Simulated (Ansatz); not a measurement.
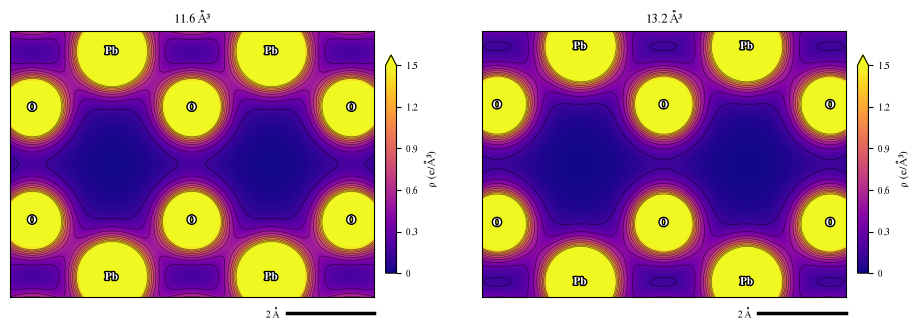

PbO$_{2}$. The valence pseudo-density of cells scaled evenly to different volumes (given per atom above each panel), on the (101̄) plane of each (indices in the axes of the cell below), at one length scale and on one colour scale.

These are results of Ansatz 0.2.0, DFT PBE, scalar-relativistic, plane waves, PAW, not measurements.

The density is the valence pseudo-density of a PAW calculation; it isn't the true density close to the nuclei.

The largest cell:

```
Pb O
1.0
     0.00000    2.70391    2.70391
     2.70391    0.00000    2.70391
     2.70391    2.70391    0.00000
Pb O
1 2
Cartesian
  0.0000 0.0000 0.0000
  1.3520 1.3520 1.3520
  4.0559 4.0559 4.0559
```

| volume (Å³/atom) | Pb–O contact in the plane (Å) | ρ at its midpoint (e/Å³) | pressure (GPa) | 
| --- | --- | --- | --- |
| 11.60 | 2.244 | 0.534 | 23.2 | 
| 12.39 | 2.294 | ? | ? | 
| 13.18 | 2.342 | 0.442 | 0.0 | 

**Estimate the missing row, and compare with the calculation.**

Over the known rows ln ρ falls by 1.93 per Å of Pb–O distance (the line through the two), which gives 0.485 e/Å³ at 2.294 Å; the calculation gives 0.484 e/Å³. For the pressure, a straight line in volume between the neighbouring rows gives 11.6 GPa; the calculation gives 9.5, lower because pressure rises ever faster on compression.
